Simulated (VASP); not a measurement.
# AlN: GW quasiparticle gap

Aim: the quasiparticle gap of AlN, and what it costs to get it. The cell is of the wurtzite type, one of the forms listed for this formula. The start is a cell from a database of measured crystal structures.

Program: VASP 6.6.1. Level of theory: PBE; plane waves and PAW (Al_GW, N_GW), in the first sound run; inputs show where later runs differ. Results are calculated unless marked as measured.

The database entry behind the starting cell differs from later determinations by our own check (inner coordinate u about 0.002 short), so it need not match the best structure at ambient conditions.

## Step 1: The structure

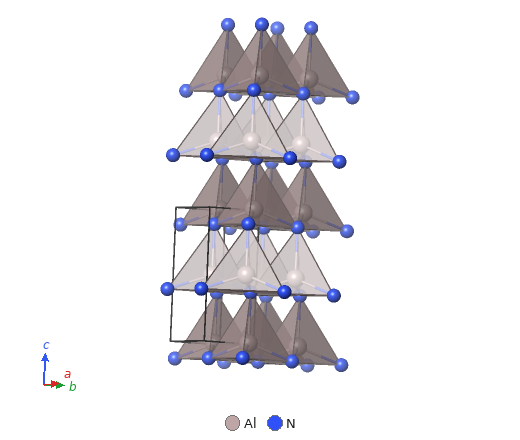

Start, viewed slightly off an axis; aluminium light grey, nitrogen blue. 2×2×2 cells are drawn. Some periodic images of atoms are drawn too.

Coordinates:

```xyz
4
Lattice="3.1130 0.0000 0.0000 -1.5565 2.6959 0.0000 0.0000 0.0000 4.9810" Properties=species:S:1:pos:R:3 pbc="T T T"
Al    0.0000    1.7973    0.0000
Al    1.5565    0.8986    2.4905
N     0.0000    1.7973    1.8928
N     1.5565    0.8986    4.3833
```

## Step 2: Ground state

The orbitals come from a self-consistent PBE run with a tight EDIFF and a narrow smearing. KPOINTS_OPT adds the bands along a path, which shows whether the mesh holds the band edges.

INCAR reads:

```
SYSTEM = AlN
PREC = Accurate
ENCUT = 450
EDIFF = 1E-08
NELM = 100
ISMEAR = 0
SIGMA = 0.01
LREAL = .FALSE.
ALGO = Normal
GGA = PE
NBANDS = 14
LORBIT = 11
LWAVE = .TRUE.
LCHARG = .FALSE.
KPAR = 8
```

POSCAR reads:

```
AlN
1.0
    3.1130000000      0.0000000000      0.0000000000
   -1.5565000000      2.6959370820      0.0000000000
    0.0000000000      0.0000000000      4.9810000000
Al N
2 2
Direct
    0.3333333333      0.6666666667      0.0000000000
    0.6666666667      0.3333333333      0.5000000000
    0.3333333333      0.6666666667      0.3800000000
    0.6666666667      0.3333333333      0.8800000000
```

KPOINTS reads:

```
Automatic mesh
0
Gamma
6 6 4
0 0 0
```

KPOINTS_OPT reads:

```
Line mode
12
Line-mode
Reciprocal
  0.00000000   0.00000000   0.00000000 GAMMA
  0.50000000   0.00000000   0.00000000 M

  0.50000000   0.00000000   0.00000000 M
  0.33333333   0.33333333   0.00000000 K

  0.33333333   0.33333333   0.00000000 K
  0.00000000   0.00000000   0.00000000 GAMMA

  0.00000000   0.00000000   0.00000000 GAMMA
  0.00000000   0.00000000   0.50000000 A

  0.00000000   0.00000000   0.50000000 A
  0.50000000   0.00000000   0.50000000 L

  0.50000000   0.00000000   0.50000000 L
  0.33333333   0.33333333   0.50000000 H

  0.33333333   0.33333333   0.50000000 H
  0.00000000   0.00000000   0.50000000 A

  0.50000000   0.00000000   0.50000000 L
  0.50000000   0.00000000   0.00000000 M

  0.33333333   0.33333333   0.00000000 K
  0.33333333   0.33333333   0.50000000 H
```

Potentials, in the order of the species: Al_GW and N_GW (PBE family, release 64).

Command:

```bash
$ mpirun -np 8 vasp_std
```

The log of the run:

```text
[banner, memory and clock lines left out]
running    8 mpi-ranks, on    1 nodes
 distrk:  each k-point on    1 cores,    8 groups
 distr:  one band on    1 cores,    1 groups

 POSCAR found type information on POSCAR AlN
 POSCAR found :  2 types and       4 ions
|                                                                             |
|           W    W    AA    RRRRR   N    N  II  N    N   GGGG   !!!           |
|           W    W   A  A   R    R  NN   N  II  NN   N  G    G  !!!           |
|           W    W  A    A  R    R  N N  N  II  N N  N  G       !!!           |
|           W WW W  AAAAAA  RRRRR   N  N N  II  N  N N  G  GGG   !            |
|           WW  WW  A    A  R   R   N   NN  II  N   NN  G    G                |
|           W    W  A    A  R    R  N    N  II  N    N   GGGG   !!!           |
|                                                                             |
|     For optimal performance we recommend to set                             |
|       NCORE = 2 up to number-of-cores-per-socket                            |
|     NCORE specifies how many cores store one orbital (NPAR=cpu/NCORE).      |
|     This setting can greatly improve the performance of VASP for DFT.       |
|     The default, NCORE=1 might be grossly inefficient on modern             |
|     multi-core architectures or massively parallel machines. Do your        |
|     Unfortunately you need to use the default for GW and RPA                |
|     calculations (for HF NCORE is supported but not extensively tested      |
|     yet).                                                                   |
|                                                                             |

 LDA part: xc-table for (Slater+PW92), standard interpolation
 POSCAR, INCAR and KPOINTS ok, starting setup
 FFT: planning ... GRIDC
 FFT: planning ... GRID_SOFT
 FFT: planning ... GRID
 WAVECAR not read
 entering main loop
       N       E                     dE             d eps       ncg     rms          rms(c)
DAV:   1     0.532103850638E+02    0.53210E+02   -0.67519E+03   588   0.920E+02
DAV:   2    -0.303283609227E+02   -0.83539E+02   -0.75658E+02   898   0.249E+02
DAV:   3    -0.344670260151E+02   -0.41387E+01   -0.41068E+01   822   0.494E+01
DAV:   4    -0.345209943312E+02   -0.53968E-01   -0.53954E-01   690   0.756E+00
DAV:   5    -0.345224829670E+02   -0.14886E-02   -0.14884E-02   822   0.107E+00    0.121E+01
DAV:   6    -0.298255350575E+02    0.46969E+01   -0.13157E+01   880   0.355E+01    0.301E+00
DAV:   7    -0.298270126872E+02   -0.14776E-02   -0.61334E-01   678   0.529E+00    0.210E+00
DAV:   8    -0.298213946960E+02    0.56180E-02   -0.88969E-02   684   0.495E+00    0.586E-01
DAV:   9    -0.298150341819E+02    0.63605E-02   -0.28370E-02   940   0.190E+00    0.124E-01
DAV:  10    -0.298152149733E+02   -0.18079E-03   -0.13881E-03   690   0.313E-01    0.757E-02
DAV:  11    -0.298151555921E+02    0.59381E-04   -0.28818E-04   974   0.185E-01    0.110E-02
DAV:  12    -0.298151577050E+02   -0.21128E-05   -0.56192E-06   708   0.199E-02    0.723E-03
DAV:  13    -0.298151566220E+02    0.10830E-05   -0.61675E-06   958   0.250E-02    0.129E-03
DAV:  14    -0.298151566243E+02   -0.23051E-08   -0.24477E-07   750   0.510E-03    0.228E-04
DAV:  15    -0.298151566351E+02   -0.10819E-07   -0.59284E-09   594   0.768E-04    0.267E-04
DAV:  16    -0.298151566420E+02   -0.69084E-08   -0.13605E-09   534   0.562E-04
   1 F= -.29815157E+02 E0= -.29815157E+02  d E =-.367093E-18
 Start KPOINTS_OPT (optional k-point list driver)
k-point batch [1-21\108]
       N       E                     dE             ncg
DAV:   1     0.160169272232E+04   -0.75941E+04      588
DAV:   2     0.458451614604E+02   -0.15558E+04      884
DAV:   3    -0.306705104616E+02   -0.76516E+02      816
DAV:   4    -0.319263342641E+02   -0.12558E+01      732
DAV:   5    -0.319665318598E+02   -0.40198E-01      818
DAV:   6    -0.319684689146E+02   -0.19371E-02      764
DAV:   7    -0.319685596126E+02   -0.90698E-04      834
DAV:   8    -0.319685643682E+02   -0.47557E-05      786
DAV:   9    -0.319685645872E+02   -0.21900E-06      728
DAV:  10    -0.319685646008E+02   -0.13589E-07      632
DAV:  11    -0.319685646019E+02   -0.10344E-08      654
[...]
k-point batch [106-108\108]
       N       E                     dE             ncg
DAV:   1     0.115885238992E+05   -0.17929E+04       84
DAV:   2     0.113758953420E+05   -0.21263E+03      124
DAV:   3     0.113655330569E+05   -0.10362E+02      120
DAV:   4     0.113653737221E+05   -0.15933E+00      108
DAV:   5     0.113653689819E+05   -0.47402E-02      120
DAV:   6     0.113653687752E+05   -0.20666E-03      102
DAV:   7     0.113653687642E+05   -0.10962E-04      120
DAV:   8     0.113653687636E+05   -0.63288E-06       96
DAV:   9     0.113653687636E+05   -0.39674E-07      120
DAV:  10     0.113653687636E+05   -0.21100E-08       98
 writing wavefunctions
```

Wall time 5.8 s (8 MPI ranks of AMD EPYC 9R45, shared host); peak memory 1.2 GiB; 42 s of CPU time.

The logs omit lines about the potential files and the build; timing stands in the text.

OUTCAR, selected parts (step 2):

```text
ion  position               nearest neighbor table
   1  0.333  0.667  0.000-   3 1.89   4 1.89   4 1.89   4 1.89
   2  0.667  0.333  0.500-   4 1.89   3 1.89   3 1.89   3 1.89
   3  0.333  0.667  0.380-   1 1.89   2 1.89   2 1.89   2 1.89
   4  0.667  0.333  0.880-   2 1.89   1 1.89   1 1.89   1 1.89

  LATTYP: Found a hexagonal cell.
 ALAT       =     3.1130000000
 C/A-ratio  =     1.6000642467

 Subroutine GETGRP returns: Found 12 space group operations
 (whereof  6 operations were pure point group operations)

The static configuration has the point symmetry C_3v.
 The point group associated with its full space group is C_6v.

 Found     21 irreducible k-points:

   k-points           NKPTS =     21   k-points in BZ     NKDIM =     21   number of bands    NBANDS=     14

   dimension x,y,z NGX =    24 NGY =   24 NGZ =   36
   dimension x,y,z NGXF=    48 NGYF=   48 NGZF=   72

   ENCUT  =  450.0 eV  33.07 Ry    5.75 a.u.   5.38  5.38  8.62*2*pi/ulx,y,z

   NELECT =      16.0000    total number of electrons

 k-points in reciprocal lattice and weights: Automatic mesh
   0.00000000  0.00000000  0.00000000       0.007
   0.16666667  0.00000000  0.00000000       0.042
   0.33333333  0.00000000  0.00000000       0.042
   0.50000000  0.00000000  0.00000000       0.021
   0.16666667  0.16666667  0.00000000       0.042
   0.33333333  0.16666667  0.00000000       0.083
   0.33333333  0.33333333  0.00000000       0.014
   0.00000000  0.00000000  0.25000000       0.014
   0.16666667  0.00000000  0.25000000       0.083
[...]
0.33333333  0.16666667  0.50000000       0.083
   0.33333333  0.33333333  0.50000000       0.014

 average (electrostatic) potential at core
       1 -50.0363       2 -50.0363       3 -60.0340       4 -60.0340

 E-fermi :   5.1633

 k-point     1 :       0.0000    0.0000    0.0000
  band No.  band energies     occupation
    ...
      4       4.2706      2.00000
      5       4.2706      2.00000
      6       4.9259      2.00000
      7       4.9259      2.00000
      8       5.1065      2.00000
      9       9.3211      0.00000
     10      11.7651      0.00000
     11      15.7168      0.00000
     12      16.2654      0.00000
     13      16.2654      0.00000
    ...

 k-point     2 :       0.1667    0.0000    0.0000
  band No.  band energies     occupation
    ...
      4       2.8525      2.00000
      5       3.6354      2.00000
      6       3.8801      2.00000
      7       4.8452      2.00000
      8       4.9341      2.00000
      9      10.6011      0.00000
     10      12.8265      0.00000
     11      14.2956      0.00000
     12      14.8925      0.00000
     13      17.2017      0.00000
    ...

 k-point     3 :       0.3333    0.0000    0.0000
  band No.  band energies     occupation
    ...
      4       0.6951      2.00000
      5       1.8130      2.00000
      6       3.2891      2.00000
      7       4.2380      2.00000
      8       4.5871      2.00000
      9      11.3511      0.00000
     10      11.8228      0.00000
     11      13.0744      0.00000
     12      15.4401      0.00000
     13      16.4846      0.00000
    ...

  Total        0.2026114      0.2026114      0.6163642      0.0000000      0.0000000      0.0000000
  in kB        7.7654915      7.7654915     23.6234080      0.0000000      0.0000000      0.0000000
  external PRESSURE =      13.0514637 kB  Pullay stress =       0.0000000 kB

  energy-cutoff  :      450.00
  volume of cell :       41.80
      direct lattice vectors                 reciprocal lattice vectors
     3.113000000  0.000000000  0.000000000     0.321233537  0.185464269  0.000000000
    -1.556500000  2.695937082  0.000000000     0.000000000  0.370928538  0.000000000
     0.000000000  0.000000000  4.981000000     0.000000000  0.000000000  0.200762899

 POSITION                                       TOTAL-FORCE (eV/Angst)
 -----------------------------------------------------------------------------------
     -0.00000      1.79729      0.00000         0.000000     -0.000000     -0.129584
      1.55650      0.89865      2.49050        -0.000000      0.000000     -0.129584
     -0.00000      1.79729      1.89278         0.000000      0.000000      0.129584
      1.55650      0.89865      4.38328        -0.000000     -0.000000      0.129584
 -----------------------------------------------------------------------------------
    total drift:                               -0.000000      0.000000     -0.000202

  FREE ENERGIE OF THE ION-ELECTRON SYSTEM (eV)
  ---------------------------------------------------
  free  energy   TOTEN  =       -29.8151566420 eV

  energy  without entropy=      -29.8151566420  energy(sigma->0) =      -29.81515664

 total charge
# of ion       s       p       d       tot
------------------------------------------
    1        0.435   0.551   0.215   1.201
    2        0.435   0.551   0.215   1.201
    3        1.192   2.571   0.000   3.763
    4        1.192   2.571   0.000   3.763
--------------------------------------------------
tot          3.255   6.245   0.430   9.930

[... 3 further parts left out ...]
```

This step gave:

```yaml
free_energy_toten: -29.82 eV
fermi_energy: 5.163 eV
pressure: 1.305 GPa
least_gap_on_mesh_and_path: 4.215 eV
least_direct_gap_on_mesh_and_path: 4.215 eV
```

The highest empty bands on the path are converged less tightly, to about 0.1 eV. The electronic bands at the labelled points (eV, zero at the valence-band top; v1 is the highest filled band, c1 the lowest empty one):

| point | v4 | v3 | v2 | v1 | c1 | c2 | c3 | c4 |
| --- | --- | --- | --- | --- | --- | --- | --- | --- |
| Γ | -0.84 | -0.18 | -0.18 | 0.00 | 4.21 | 6.66 | 10.61 | 11.16 |
| M | -3.34 | -2.06 | -1.77 | -0.66 | 5.82 | 5.82 | 8.20 | 10.30 |
| K | -3.76 | -2.42 | -2.38 | -2.38 | 5.06 | 8.37 | 9.69 | 9.69 |
| Γ | -0.84 | -0.18 | -0.18 | 0.00 | 4.21 | 6.66 | 10.61 | 11.16 |
| A | -0.52 | -0.52 | -0.52 | -0.52 | 6.46 | 6.46 | 10.34 | 10.34 |
| L | -1.44 | -1.44 | -1.35 | -1.35 | 5.32 | 5.32 | 9.29 | 9.29 |
| H | -3.83 | -3.83 | -0.78 | -0.78 | 7.43 | 7.43 | 7.86 | 7.86 |
| A | -0.52 | -0.52 | -0.52 | -0.52 | 6.46 | 6.46 | 10.34 | 10.34 |
| jump to L | -1.44 | -1.44 | -1.35 | -1.35 | 5.32 | 5.32 | 9.29 | 9.29 |
| M | -3.34 | -2.06 | -1.77 | -0.66 | 5.82 | 5.82 | 8.20 | 10.30 |
| jump to K | -3.76 | -2.42 | -2.38 | -2.38 | 5.06 | 8.37 | 9.69 | 9.69 |
| H | -3.83 | -3.83 | -0.78 | -0.78 | 7.43 | 7.43 | 7.86 | 7.86 |

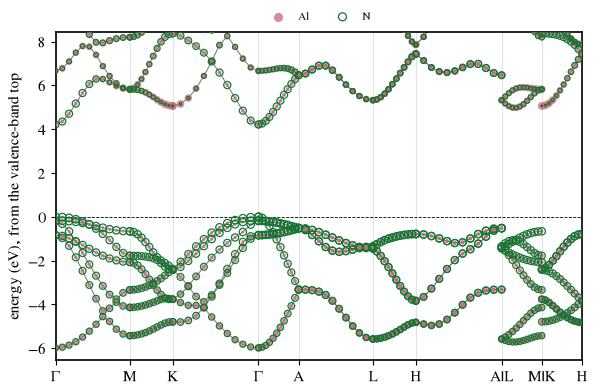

Electronic bands along the path; dots are coloured as in the legend, and their area grows with the weight.

The cell has a gap of 4.21 eV on mesh and path. Forces of up to 0.13 eV/Å remain in these settings.

## Step 3: Empty bands, functional PBE

ALGO = Exact makes the empty bands from the converged ground state in one step. LOPTICS writes the k-derivatives of the orbitals (WAVEDER), which give the long-wavelength limit of the screening.

INCAR reads:

```
SYSTEM = AlN
PREC = Accurate
ENCUT = 450
ISMEAR = 0
SIGMA = 0.01
LREAL = .FALSE.
GGA = PE
NBANDS = 272
ALGO = Exact
NELM = 1
LWAVE = .TRUE.
LCHARG = .FALSE.
LOPTICS = .TRUE.
NEDOS = 1000
CSHIFT = 0.1
```

POSCAR is that of step 2.

KPOINTS is that of step 2.

Command:

```bash
$ mpirun -np 8 vasp_std
```

The log of the run:

```text
[banner, memory and clock lines left out]
running    8 mpi-ranks, on    1 nodes
 distrk:  each k-point on    8 cores,    1 groups
 distr:  one band on    1 cores,    8 groups

 POSCAR found type information on POSCAR AlN
 POSCAR found :  2 types and       4 ions
 [... a notice as in an earlier step ...]

 LDA part: xc-table for (Slater+PW92), standard interpolation
 found WAVECAR, reading the header
  number of bands has changed, file:    14 present:   272
  trying to continue reading WAVECAR, but it might fail
 POSCAR, INCAR and KPOINTS ok, starting setup
 FFT: planning ... GRIDC
 FFT: planning ... GRID_SOFT
 FFT: planning ... GRID
 reading WAVECAR
 random initialization beyond band           14
 the WAVECAR file was read successfully
 initial charge from wavefunction
 entering main loop
       N       E                     dE             d eps       ncg     rms          rms(c)
DIA:   1    -0.298151566432E+02   -0.29815E+02    0.00000E+00     0   0.000E+00
   1 F= -.29815157E+02 E0= -.29815157E+02  d E =-.266128E-28
 writing wavefunctions
 optical routines
 imaginary and real dielectric function
 recalculating local potential from charge density
 direction            1
 direction            2
 direction            3
```

Wall time 7.6 s (8 MPI ranks); peak memory 1.3 GiB.

OUTCAR, selected parts (step 3):

```text
 Found     21 irreducible k-points:

   k-points           NKPTS =     21   k-points in BZ     NKDIM =     21   number of bands    NBANDS=    272

   NELECT =      16.0000    total number of electrons

 E-fermi :   5.1811

 k-point     1 :       0.0000    0.0000    0.0000
  band No.  band energies     occupation
    ...
      4       4.2707      2.00000
      5       4.2707      2.00000
      6       4.9259      2.00000
      7       4.9259      2.00000
      8       5.1065      2.00000
      9       9.3212      0.00000
     10      11.7651      0.00000
     11      15.7169      0.00000
     12      16.2654      0.00000
     13      16.2654      0.00000
    ...

 k-point     2 :       0.1667    0.0000    0.0000
  band No.  band energies     occupation
    ...
      4       2.8526      2.00000
      5       3.6355      2.00000
      6       3.8801      2.00000
      7       4.8453      2.00000
      8       4.9341      2.00000
      9      10.6011      0.00000
     10      12.8265      0.00000
     11      14.2956      0.00000
     12      14.8925      0.00000
     13      17.2015      0.00000
    ...

  Total        0.2017434      0.2017434      0.6155206     -0.0000000     -0.0000000      0.0000000
  in kB        7.7322256      7.7322256     23.5910771     -0.0000000     -0.0000000      0.0000000
  external PRESSURE =      13.0185094 kB  Pullay stress =       0.0000000 kB

 POSITION                                       TOTAL-FORCE (eV/Angst)
 -----------------------------------------------------------------------------------
     -0.00000      1.79729      0.00000         0.000000     -0.000000     -0.129586
      1.55650      0.89865      2.49050        -0.000000      0.000000     -0.129586
     -0.00000      1.79729      1.89278         0.000000     -0.000000      0.129586
      1.55650      0.89865      4.38328        -0.000000      0.000000      0.129586
 -----------------------------------------------------------------------------------
    total drift:                               -0.000000      0.000000     -0.000204

  FREE ENERGIE OF THE ION-ELECTRON SYSTEM (eV)
  ---------------------------------------------------
  free  energy   TOTEN  =       -29.8151566432 eV

  energy  without entropy=      -29.8151566432  energy(sigma->0) =      -29.81515664

 plasma frequency squared (from intraband transitions) (eV^2)
  --------------------------------------------------------------------------------------
       0.000       0.000       0.000
       0.000       0.000       0.000
       0.000       0.000       0.000

[... 8 parts as in an earlier step ...]

[... 5 further parts left out ...]
```

WAVECAR now holds 272 bands for 16 electrons. Its independent-particle dielectric tensor has xx, yy, zz = 4.6, 4.6, 4.8 on this mesh, which isn't tested for convergence in mesh or bands and lacks local fields.

(Continued in part 2 of 4.)

[Lines on the potential files, build, host, timing and source positions are cut from VASP's logs without a mark.]

[Logs are printed without paths, hosts, clocks, repeated set-up lines and the standing remarks that a program may print on its own settings, such as how far it seeks lower states.]

[Hosts, paths, dates, database ids (printed as entryN), source tags and the programs' standing remarks are cut or masked in the printed files.]

[Pressures printed for these runs are not shown converged in the cutoff: they can be off by several GPa and have the wrong sign.]
